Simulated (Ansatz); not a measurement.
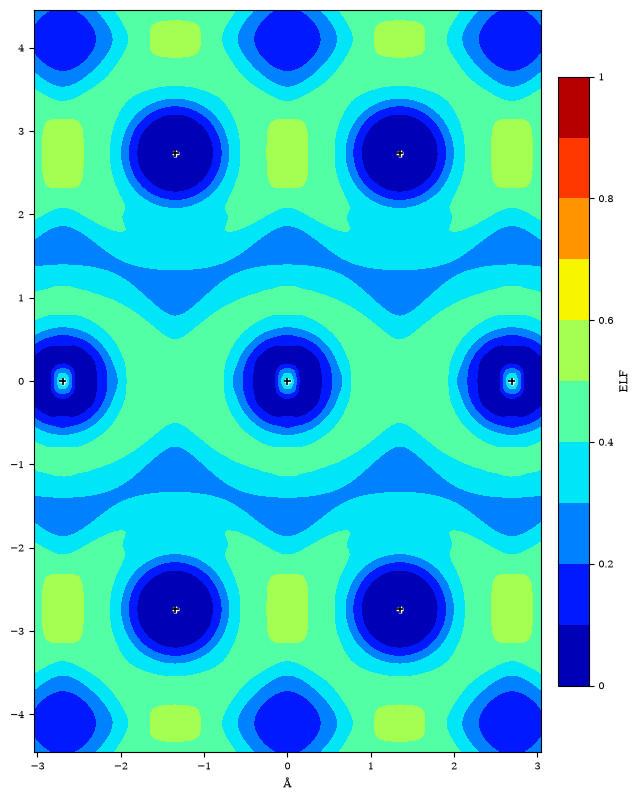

The electron localisation function on a plane through atoms (crosses mark nuclei in the plane).

These are results of DFT, RPBE, plane waves (420 eV) with PAW, scalar-relativistic in Ansatz, not measurements.

Candidates:
A. Si, a = 2.75 Å, b = 2.75 Å, c = 4.63 Å, α = 90.00°, β = 90.00°, γ = 120.00°. Space group P6₃/mmc; set up as Si, hcp; a generated structure, not necessarily the stable one; changed on purpose from its base cell (volume × 1.04); computed pressure about −3 GPa in this cell.
B. Ge, a = 4.74 Å, b = 4.74 Å, c = 2.69 Å, α = 90.00°, β = 90.00°, γ = 120.00°. Space group P6/mmm; set up as Ge, omega (AlB2-type); a generated structure, not necessarily the stable one; changed on purpose from its base cell (volume × 0.88); computed pressure about 10 GPa in this cell.

### Which candidate gave the map?

Candidate B: Ge on the (110) plane of the conventional cell, which holds Ge. Ge–Ge (2.69 Å): the ELF is about 0.50 at the midpoint.
